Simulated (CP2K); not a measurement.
## A series of single points on Ca

System: Ca (Fm-3m, 1 atom in the cell).
Method: Kohn-Sham DFT of a periodic cell, PBE, GTH-PBE with UZH-TZVP basis, no spin polarisation (CP2K 2026.2).

The 6 runs differ only in the geometry, by an even scaling of the cell at fixed fractional positions. The structure derives from an entry of the Crystallography Open Database.

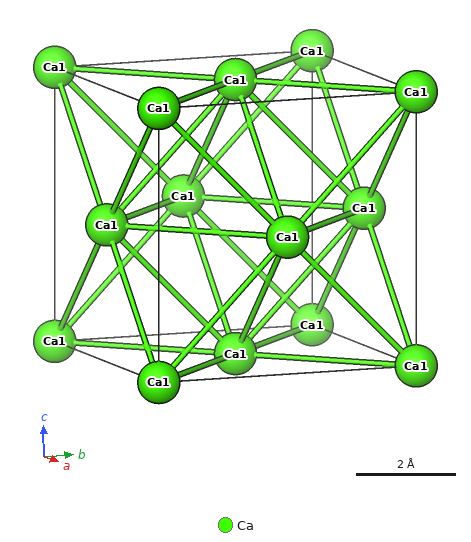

Figure 1. The structure of run 4 (ball-and-stick view of the cell 4 times as large as that of the calculation, set on its symmetry axes, seen slightly off an axis; atoms are numbered from 1 in the order of the input).

## Input of run 4
```
&GLOBAL
  PROJECT ca_eos
  RUN_TYPE ENERGY_FORCE
  PRINT_LEVEL LOW
&END GLOBAL
&FORCE_EVAL
  METHOD QS
  STRESS_TENSOR ANALYTICAL
  &DFT
    BASIS_SET_FILE_NAME BASIS_MOLOPT_UZH
    POTENTIAL_FILE_NAME POTENTIAL_UZH
    WFN_RESTART_FILE_NAME previous-RESTART.kp
    &MGRID
      CUTOFF 450
      REL_CUTOFF 60
      NGRIDS 5
    &END MGRID
    &QS
      METHOD GPW
      EPS_DEFAULT 1.0E-10
    &END QS
    &KPOINTS
      SCHEME MONKHORST-PACK 8 8 8
      GAMMA_CENTERED T
      SYMMETRY T
      SYMMETRY_BACKEND SPGLIB
    &END KPOINTS
    &SCF
      SCF_GUESS RESTART
      EPS_SCF 1.0E-6
      MAX_SCF 100
      ADDED_MOS 8
      CHOLESKY OFF
      EPS_EIGVAL 1.0E-7
      &DIAGONALIZATION ON
        ALGORITHM STANDARD
      &END DIAGONALIZATION
      &MIXING ON
        METHOD BROYDEN_MIXING
        ALPHA 0.4
        BETA 1.5
        NBUFFER 8
      &END MIXING
      &SMEAR ON
        METHOD FERMI_DIRAC
        ELECTRONIC_TEMPERATURE 580.23
      &END SMEAR
    &END SCF
    &XC
      &XC_FUNCTIONAL
        &GGA_X_PBE
        &END GGA_X_PBE
        &GGA_C_PBE
        &END GGA_C_PBE
      &END XC_FUNCTIONAL
    &END XC
    &PRINT
      &KPOINTS ON
      &END KPOINTS
      &MULLIKEN ON
      &END MULLIKEN
      &MO ON
        ENERGIES T
        OCCUPATION_NUMBERS T
        &EACH
          QS_SCF 0
        &END EACH
        ADD_LAST NUMERIC
      &END MO
    &END PRINT
  &END DFT
  &SUBSYS
    &CELL
      A 3.9777658055 0.0000000000 0.0000000000
      B 1.9888829028 3.4448462378 0.0000000000
      C 1.9888829028 1.1482820793 3.2478321799
      PERIODIC XYZ
    &END CELL
    &COORD
      SCALED
      Ca  0.0000000000 0.0000000000 0.0000000000
    &END COORD
    &KIND Ca
      BASIS_SET TZVP-MOLOPT-PBE-GTH-q10
      POTENTIAL GTH-PBE-q10
    &END KIND
    &PRINT
      &ATOMIC_COORDINATES ON
      &END ATOMIC_COORDINATES
      &CELL ON
      &END CELL
    &END PRINT
  &END SUBSYS
  &PRINT
    &FORCES ON
    &END FORCES
    &STRESS_TENSOR ON
    &END STRESS_TENSOR
  &END PRINT
&END FORCE_EVAL
```

Command:
```bash
OMP_NUM_THREADS=1 cp2k.psmp -i ca_eos.inp -o ca_eos.out
```

Lattice vectors (Å) and fractional positions of run 4:
```
   3.977766    0.000000    0.000000
   1.988883    3.444846    0.000000
   1.988883    1.148282    3.247832
Ca  0.000000  0.000000  0.000000
```

Run 5 differs from it as follows:
```diff
-      A 3.9777658055 0.0000000000 0.0000000000
-      B 1.9888829028 3.4448462378 0.0000000000
-      C 1.9888829028 1.1482820793 3.2478321799
+      A 4.0035961774 0.0000000000 0.0000000000
+      B 2.0017980887 3.4672159961 0.0000000000
+      C 2.0017980887 1.1557386654 3.2689225902
```

## Results, with one run withheld

| run | volume per atom (Å³) | free energy per atom, from the lowest run given (meV) | pressure (GPa) |
| --- | --- | --- | --- |
| 1 | 41.014 | 2.68 | 0.64 |
| 2 | 41.886 | 0.30 | 0.24 |
| 3 | 42.759 | 0.00 | −0.13 |
| 4 | 44.504 | 4.97 | −0.77 |
| 5 | 45.377 | ? | ? |
| 6 | 46.250 | 16.31 | −1.30 |

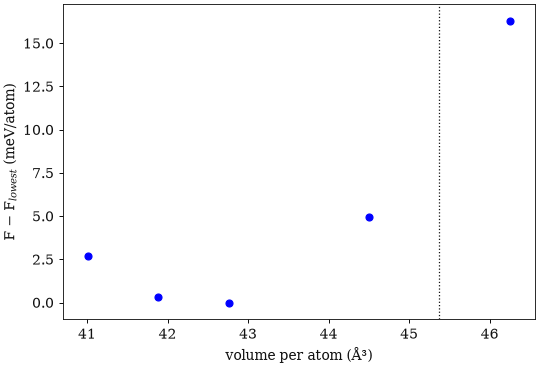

Figure 2. Free energy per atom of the runs given; the dotted line marks run 5.

Fit the runs given and predict run 5.

A cubic polynomial in V^(−2/3) (the Birch–Murnaghan form), fitted to the 5 runs given, misses them by under 0.01 meV per atom. With x = V^(−2/3) − 0.08120 Å⁻², it reads F = 0.62475 − 1526 x + 7.837e+05 x² − 2.5244e+06 x³ (meV per atom). At run 5 it gives 9.91 meV per atom, and the run itself gives 9.91. The slope of the fit gives a pressure −dF/dV of −1.04 GPa there, and the run prints −1.04 GPa. The fit has its minimum at 42.449 Å³ per atom, where V d²F/dV² gives 17.6 GPa: the bulk modulus at this level, since symmetry fixes the shape and the positions.

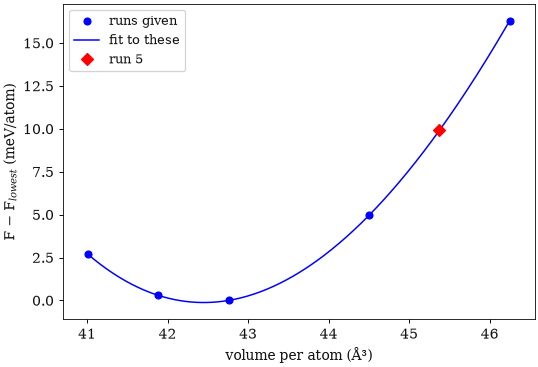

Figure 3. The fit and the withheld run.

## Some lines of the output (run 5)
```
[...]
 CELL| Volume [angstrom^3]:                                            45.377002
 CELL_REF| Volume [angstrom^3]:                                        45.377002
                        Smear method:                                FERMI_DIRAC
  Step     Update method      Time    Convergence         Total energy    Change
  Fermi energy:                                                 0.13936499028195
  Total energy:                                               -36.73749641482747
  Total energy (extrapolated to T->0):                        -36.73726751711315
 MO| E(Fermi):            0.139365 a.u.          3.792314 eV
 MO| Band gap:            0.092957 a.u.          2.529480 eV
 MO| Band gap:            0.112678 a.u.          3.066120 eV
 MO| Band gap:            0.111268 a.u.          3.027766 eV
 MO| Band gap:            0.136672 a.u.          3.719024 eV
 MO| Band gap:            0.137308 a.u.          3.736344 eV
```
